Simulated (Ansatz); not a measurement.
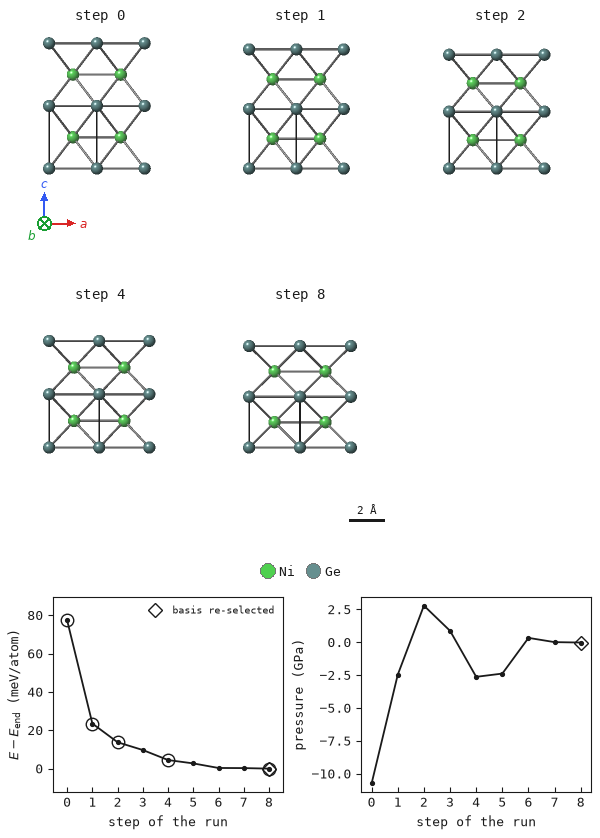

Frames of a relaxation of a crystal of NiGe (built on the CuAu (L1_0)_123 type) (coarse preliminary run), marked on the history of the run. A ball-and-stick model of the cell of the calculation, repeated 2 × 1 × 2 with one cell outlined, seen along the b axis.

Case: CuAu (L1_0) type (P4/mmm, No. 123).

All numbers below come from DFT r2SCAN, scalar-relativistic, plane waves, PAW (Ansatz). (plane-wave cutoff 500 eV; k-point mesh 6 × 6 × 6; occupations gaussian; smearing width 0.1 eV; no spin polarisation; cell and atoms relaxed; force threshold 0.04 eV/Å; at most 70 steps)

### What happens along the run?

The atoms keep their places relative to the cell (all moves are under 0.005 Å). The volume changes by −8.0 %, with a = b 2.756 → 2.936 Å (+6.5 %), c 3.613 → 2.927 Å (−19.0 %). Among the contacts that change: Ge–Ge 2.756 → 2.936 Å, Ni–Ni 2.756 → 2.936 Å, Ge–Ni 2.657 → 2.540 Å. The space group (tolerance 0.01 Å) goes from P4/mmm (No. 123) to Pm-3m (No. 221). The energy falls by 77.3 meV per atom in 7 accepted moves (8 points after the start). All forces vanish by symmetry, so only the cell relaxes. Pressure: −10.74 GPa at the start and −0.02 GPa at the end. At 1 point the geometry stayed and the basis and grid were re-selected for the new cell (energy shift of 0.3 meV per atom at most each time). From step 0 to 1: volume −6.7 %, energy −53.8 meV per atom. From step 1 to 2: volume −3.2 %, energy −9.7 meV per atom. From step 2 to 4: volume +3.7 %, energy −9.3 meV per atom. From step 4 to 8: volume −1.8 %, energy −4.5 meV per atom.

```
step  E − E(0), meV/atom  pressure, GPa  volume, Å³/atom                      note
   0                0.00         -10.74           13.721                          
   1              -53.78          -2.47           12.801                          
   2              -63.52           2.79           12.390                          
   3              -67.57           0.87           12.562                          
   4              -72.80          -2.63           12.852                          
   5              -74.55          -2.38           12.814                          
   6              -76.93           0.34           12.593                          
   7              -76.99           0.01           12.619                          
   8              -77.27          -0.02           12.619  same geometry, new basis
```

Limits of the set-up: the k-point mesh is coarse for a cell with partly filled bands.
